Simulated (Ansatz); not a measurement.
# Calculations on Ge

## 1. Relaxation

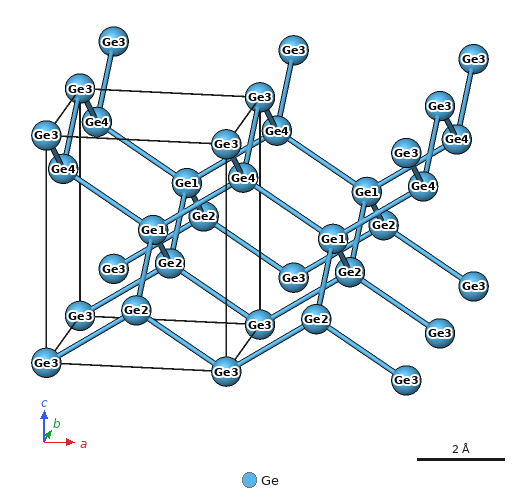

Starting structure of a crystal of Ge (set up in I4_1/amd). Style: ball-and-stick. Shown: the cell of the calculation, repeated 2 × 2 × 1 with one cell outlined, slightly off an axis.

Case: biaxial strain in the a-b plane of +6.0 %; c and atoms relaxed.

Method: DFT r2SCAN, scalar-relativistic, plane waves, PAW in Ansatz 0.2.0.

Input
```yaml
crystal:
  lattice:
    - [3.0076727338, 3.0076727338, 0.0]
    - [-3.0076727338, 3.0076727338, 0.0]
    - [0.0, 0.0, 5.4705594631]
  atoms:
    - { symbol: Ge, position: [0.5, 0.5, 0.5] }
    - { symbol: Ge, position: [0.5, 0.0, 0.25] }
    - { symbol: Ge, position: [0.0, 0.0, 0.0] }
    - { symbol: Ge, position: [0.0, 0.5, 0.75] }
basis:
  ecutwfc: 500
kpoints:
  mp_grid: { grid: [10, 10, 6] }
hamiltonian:
  xc: r2scan
scf:
  occupations: { method: gaussian, width: 0.02 }
output:
  forces: true
  stress: true
  eigenvalues: true
relax:
  adjacent_minimum: "off"
  f_tol: 0.008
  max_steps: 40
  cell: { stress_tol: 0.015, fix: [a, b, gamma] }
```

Command:
```bash
ansatz run input.yaml --threads 1 --pin off --max-ram 2560MiB --backend cpu --events-out ev --progress --plain --runs-dir out
```

### What does the optimiser find from here?

No atom moves by more than 0.005 Å relative to the cell. The volume changes by −0.7 %, with a = b unchanged at 4.253 Å, c 5.471 → 5.430 Å (−0.7 %). Some distances before and after: Ge1–Ge2 2.529 → 2.523 Å. The space group stays I4_1/amd (No. 141). Over 2 accepted moves (3 points after the start) the energy falls by 0.4 meV per atom. All forces vanish by symmetry, so only the cell relaxes. The pressure goes from −4.61 to −4.24 GPa. At 1 point the geometry stayed and the basis and grid were re-selected for the new cell (energy shift of 0.1 meV per atom at most each time).

## 2. Relaxation

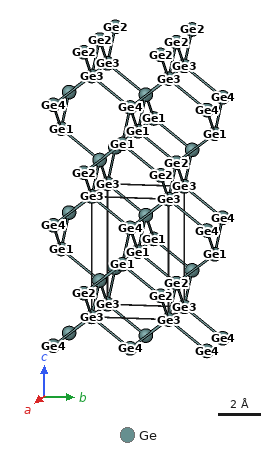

Starting structure of solid Ge (set up in I4_1/amd). The picture is a ball-and-stick view of the cell of the calculation, repeated 1 × 1 × 2 with one cell outlined, seen slightly off an axis.

Case: biaxial strain in the a-b plane of -6.0 %; c and atoms relaxed.

The calculation used DFT r2SCAN, scalar-relativistic, plane waves, PAW in Ansatz 0.2.0.

The input:
```yaml
crystal:
  lattice:
    - [2.667181481, 2.667181481, 0.0]
    - [-2.667181481, 2.667181481, 0.0]
    - [0.0, 0.0, 5.8791489665]
  atoms:
    - { symbol: Ge, position: [0.5, 0.5, 0.5] }
    - { symbol: Ge, position: [0.5, 0.0, 0.25] }
    - { symbol: Ge, position: [0.0, 0.0, 0.0] }
    - { symbol: Ge, position: [0.0, 0.5, 0.75] }
basis:
  ecutwfc: 500
kpoints:
  mp_grid: { grid: [10, 10, 6] }
hamiltonian:
  xc: r2scan
scf:
  occupations: { method: gaussian, width: 0.02 }
output:
  forces: true
  stress: true
  eigenvalues: true
relax:
  adjacent_minimum: "off"
  f_tol: 0.008
  max_steps: 40
  cell: { stress_tol: 0.015, fix: [a, b, gamma] }
```

Command:
```bash
ansatz run input.yaml --threads 1 --pin off --max-ram 2560MiB --backend cpu --events-out ev --progress --plain --runs-dir out
```

Where does the relaxation end?

Answer. After 2 accepted moves (3 points after the start) the energy has fallen by 0.3 meV per atom. All forces vanish by symmetry, so only the cell relaxes. The pressure goes from 7.63 to 7.06 GPa. The SCF was repeated once at an unchanged geometry on a basis and grid sized afresh for the cell, which shifted the energy by less than 0.05 meV per atom at most. The atoms keep their places relative to the cell (all moves are under 0.005 Å). The drawn cell changes as follows: a = b unchanged at 3.772 Å, c 5.879 → 5.911 Å (+0.5 %); the volume changes by +0.5 %. Near-neighbour distances that change, for instance: Ge1–Ge2 2.391 → 2.396 Å. The space group stays I4_1/amd (No. 141).

## 3. A change

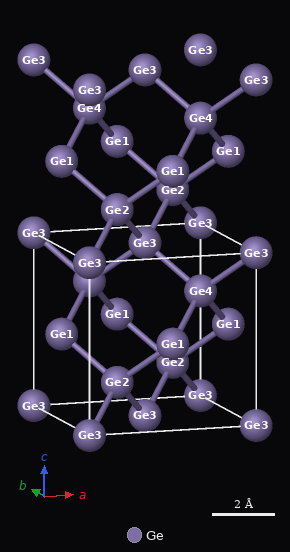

Reference structure: a crystal of Ge (set up in Fd-3m). A ball-and-stick model of the conventional cell (2 times the calculation's cell), repeated 1 × 1 × 2 with one cell outlined, seen slightly off an axis. Lengths and directions refer to the drawn axes.

All numbers below come from DFT r2SCAN, scalar-relativistic, plane waves, PAW (Ansatz). Settings: plane-wave cutoff 500 eV; k-point mesh 10 × 10 × 6; occupations gaussian; smearing width 0.02 eV; no spin polarisation.

The variant: Biaxial strain in the a–b plane, −4.0 %, is applied. The c axis and the atoms are relaxed.

Input
```yaml
crystal:
  lattice:
    - [2.7239300231, 2.7239300231, 0.0]
    - [-2.7239300231, 2.7239300231, 0.0]
    - [0.0, 0.0, 5.811050716]
  atoms:
    - { symbol: Ge, position: [0.5, 0.5, 0.5] }
    - { symbol: Ge, position: [0.5, 0.0, 0.25] }
    - { symbol: Ge, position: [0.0, 0.0, 0.0] }
    - { symbol: Ge, position: [0.0, 0.5, 0.75] }
basis:
  ecutwfc: 500
kpoints:
  mp_grid: { grid: [10, 10, 6] }
hamiltonian:
  xc: r2scan
scf:
  occupations: { method: gaussian, width: 0.02 }
output:
  forces: true
  stress: true
  eigenvalues: true
relax:
  adjacent_minimum: "off"
  f_tol: 0.008
  max_steps: 40
  cell: { stress_tol: 0.015, fix: [a, b, gamma] }
```

Run as
```bash
ansatz run input.yaml --threads 1 --pin off --max-ram 2560MiB --backend cpu --events-out ev --progress --plain --runs-dir out
```

### What does the calculation give for the changed structure?

Cell: a = b 5.675 → 5.448 Å (−4.0 %), c 5.675 → 5.831 Å (+2.8 %). Volume −5.3 %. The atoms keep their places relative to the cell (all moves are under 0.005 Å). Among the bonded contacts that change: Ge–Ge 2.457 → 2.416 Å. The space group (tolerance 0.01 Å) goes from Fd-3m (No. 227) to I4_1/amd (No. 141). The energy rises by 35.4 meV per atom. The pressure goes from 0.0 to 4.4 GPa. The principal stresses (compression positive) are 0.0 GPa along c and 6.6 GPa across it.

The changed structure in the same view:

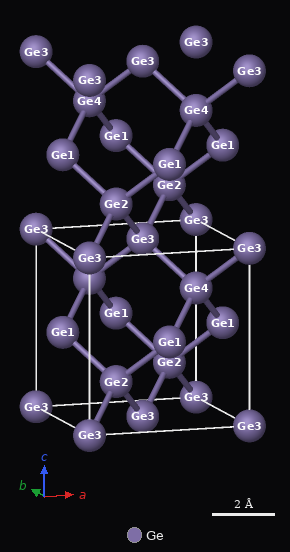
